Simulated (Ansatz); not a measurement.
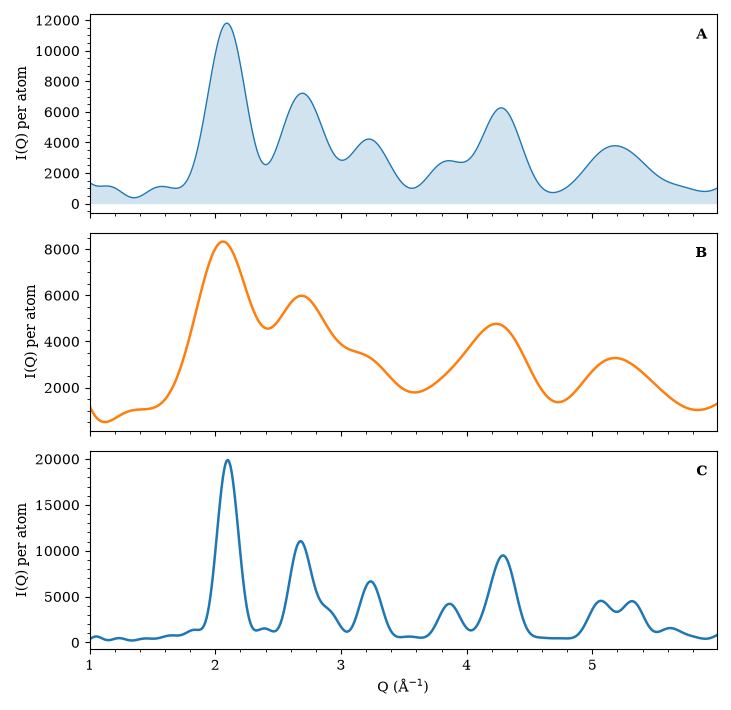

X-ray scattering of spheres cut from the crystal structure of Hg (R-3m, a = 3.876 Å, b = 3.876 Å, c = 6.546 Å, α = 90.00°, β = 90.00°, γ = 120.00°), calculated atom by atom with the Debye equation (B = 0.5 Å², no relaxation of the surface). Structure used: coordinates from a relaxation at fixed volume with DFT r2SCAN, scalar-relativistic, plane waves, PAW in Ansatz.

Q: The spheres are 14, 20 and 36 Å across. Which curve is which?

A: curve A: 20 Å (153 atoms); curve B: 14 Å (51 atoms); curve C: 36 Å (839 atoms). Peak widths go roughly as 2π/D, so the largest sphere has the sharpest peaks.

Q: Index the main peaks of the largest sphere.

A: Q ≈ 2.10 Å⁻¹: 101; Q ≈ 2.68 Å⁻¹: 012; Q ≈ 3.24 Å⁻¹: 110; Q ≈ 3.86 Å⁻¹: 021; Q ≈ 4.29 Å⁻¹: 202 + 104 + 113; Q ≈ 5.07 Å⁻¹: 211 + 015.
